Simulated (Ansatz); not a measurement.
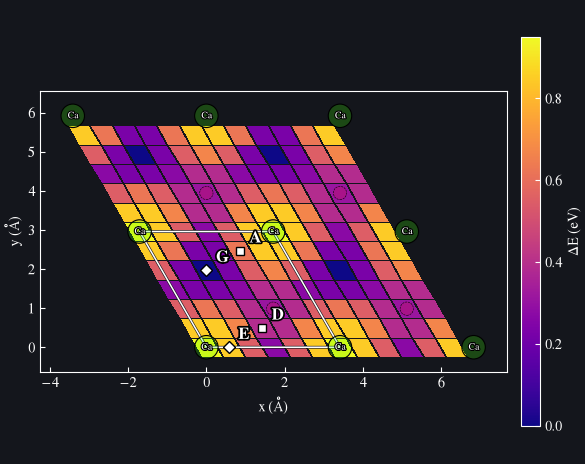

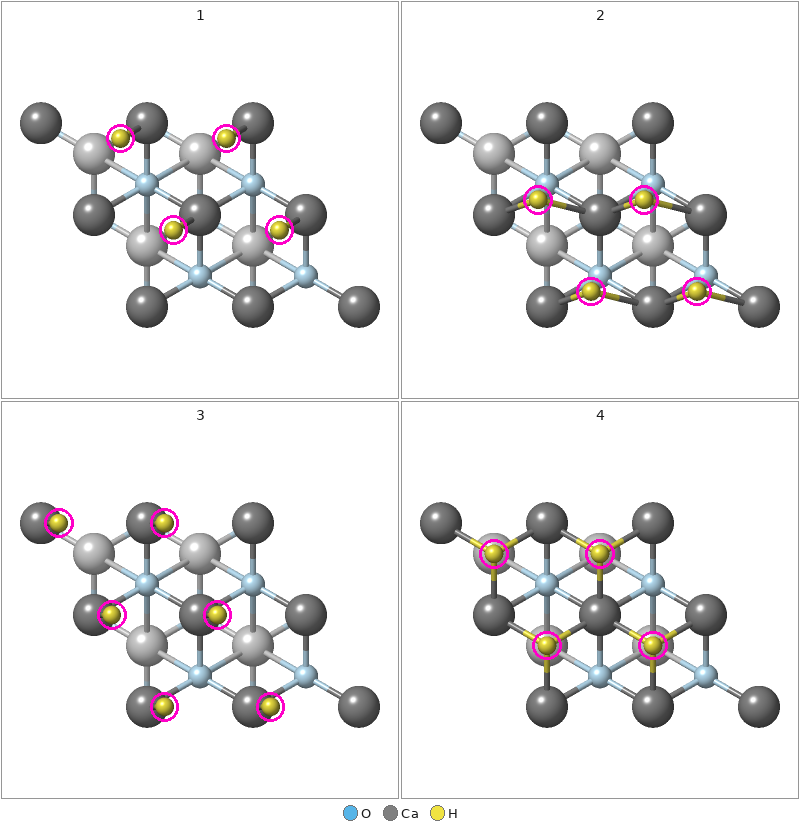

H on a CaO(111) slab cut from the Fm-3m phase, its upper half relaxed before the scan (4 atoms of substrate and one adsorbate in a 1 × 1 cell). H is moved over the surface cell; relaxed at each place: the height of the adsorbate's atoms; substrate rigid; the origin of the map has the adsorbate above Ca4. Places are given modulo a cell vector. The map is drawn in real space over the plane of the surface. The scan uses a 6 × 6 grid; 10 points were computed and 26 follow by symmetry. All energies are given in eV relative to the lowest grid point. With one adsorbate in each 1 × 1 cell, its nearest image is 3.4 Å away, so neighbouring adsorbates interact. Theory: Ansatz, DFT PBE, scalar-relativistic, plane waves, PAW. Settings: cutoff 420 eV, k-mesh 9×9×1, gaussian smearing 0.05 eV, spin-polarised.

The picture shows one coloured cell a grid point, labelled circles for the atoms of the top layer and small ones for the second layer, the outline of one cell of the 2 × 2 shown, lettered points. The numbered pictures are the structures at these points, in random order. Rings mark the moved atoms.

Question: Which structure belongs to which point?

Answer: A is structure 1: (4/6, 5/6) of the cell vectors [nearest 1 Ca at 2.08 Å], 0.62 eV; D is structure 2: (3/6, 1/6) of the cell vectors [nearest 1 Ca at 2.16 Å], 0.39 eV; E is structure 3: (1/6, 0/6) of the cell vectors [nearest 1 Ca at 2.10 Å], 0.85 eV; G is structure 4: a threefold hollow over a third-layer Ca atom, (2/6, 4/6) of the cell vectors, 0.00 eV.
